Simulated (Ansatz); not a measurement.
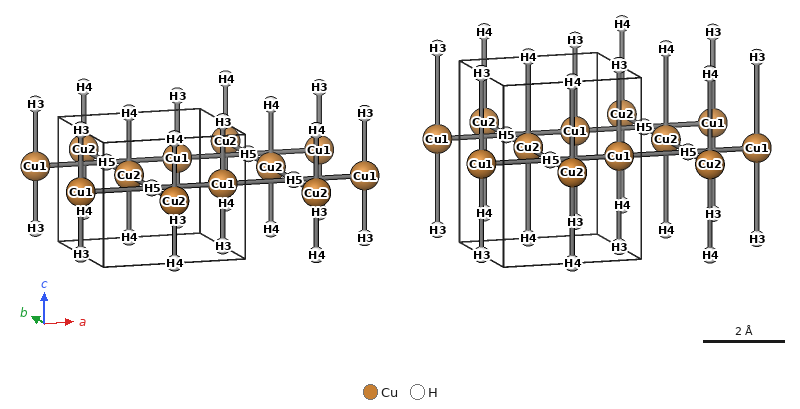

Two geometries of crystalline Cu$_{2}$H$_{3}$ (a generated structure, set up in P4/mmm) (coarse preliminary run), drawn at one scale. One is the start of a relaxation, the other its converged end. Style: ball-and-stick. Shown: the cell of the calculation, repeated 2 × 2 × 1 with one cell outlined, slightly off an axis.

Theory: DFT PBE, scalar-relativistic, plane waves, PAW in Ansatz 0.2.0. (plane-wave cutoff 420 eV; k-point mesh 6 × 6 × 4; occupations gaussian; smearing width 0.1 eV; no spin polarisation; cell and atoms relaxed; force threshold 0.04 eV/Å; at most 70 steps)

### Which geometry has the lower energy?

The left one is the relaxed one. Over 9 accepted moves (10 points after the start) the energy falls by 514 meV per atom. All forces vanish by symmetry, so only the cell relaxes. The pressure goes from −11.54 to −0.03 GPa. At 1 point the geometry stayed and the basis and grid were re-selected for the new cell (energy shift of 0.9 meV per atom at most each time). No atom moves by more than 0.005 Å relative to the cell. The drawn cell changes as follows: a = b 3.603 → 3.714 Å (+3.1 %), c 4.601 → 3.155 Å (−31.4 %); the volume changes by −27.1 %. Among the contacts that change: Cu1–H3 2.301 → 1.578 Å, Cu1–Cu2 2.547 → 2.626 Å, Cu1–H5 1.801 → 1.857 Å. The space group stays P4/mmm (No. 123). Cost: 28 s on 1 thread of Arm Neoverse V2 (shared host), peak memory 0.34 GiB.
